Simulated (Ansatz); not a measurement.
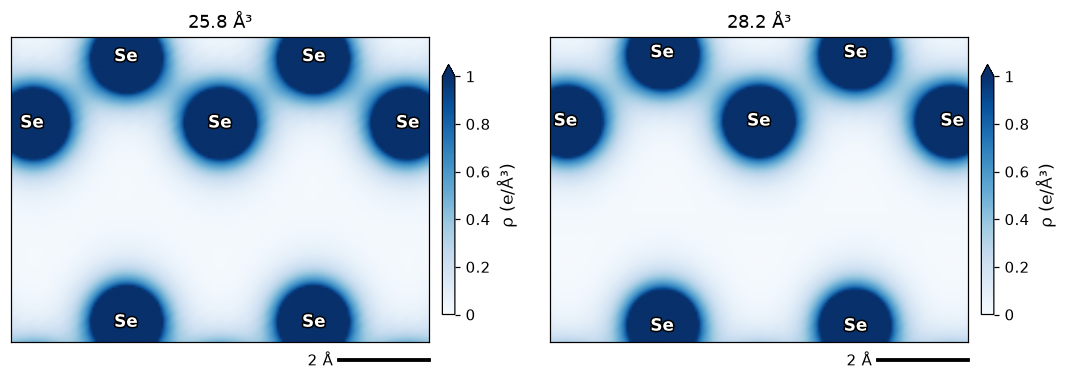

Se. The valence charge density (pseudo) of cells scaled evenly to different volumes (given per atom above each panel), on the (011̄) plane of each (indices in the axes of the cell below), at one length scale and on one colour scale.

A generated structure, not necessarily the stable one.

The calculation used Ansatz, DFT, LDA (PW92), plane waves (420 eV) with PAW, scalar-relativistic.

Core electrons are frozen (PAW), and the valence fields are smoothed inside the atomic spheres.

The largest cell:

```cif
data_structure
_symmetry_space_group_name_H-M 'P 1'
_symmetry_Int_Tables_number 1
_cell_length_a 4.3026
_cell_length_b 4.3026
_cell_length_c 4.3026
_cell_angle_alpha 60.000
_cell_angle_beta 60.000
_cell_angle_gamma 60.000
_cell_volume 56.32
loop_
_atom_site_label
_atom_site_type_symbol
_atom_site_fract_x
_atom_site_fract_y
_atom_site_fract_z
_atom_site_occupancy
Se1 Se 0.12500 0.12500 0.12500 1
Se2 Se 0.87500 0.87500 0.87500 1
```

| volume (Å³/atom) | Se–Se contact in the plane (Å) | ρ at its midpoint (e/Å³) | pressure (GPa) | 
| --- | --- | --- | --- |
| 25.81 | 2.559 | 0.441 | 7.8 | 
| 26.99 | 2.598 | ? | ? | 
| 28.16 | 2.635 | 0.389 | 2.1 | 

> Estimate the missing row, and compare with the calculation.

Over the known rows ln ρ falls by 1.65 per Å of Se–Se distance (the line through the two), which gives 0.414 e/Å³ at 2.598 Å; the calculation gives 0.413 e/Å³. For the pressure, a straight line in volume between the neighbouring rows gives 4.9 GPa; the calculation gives 4.7.
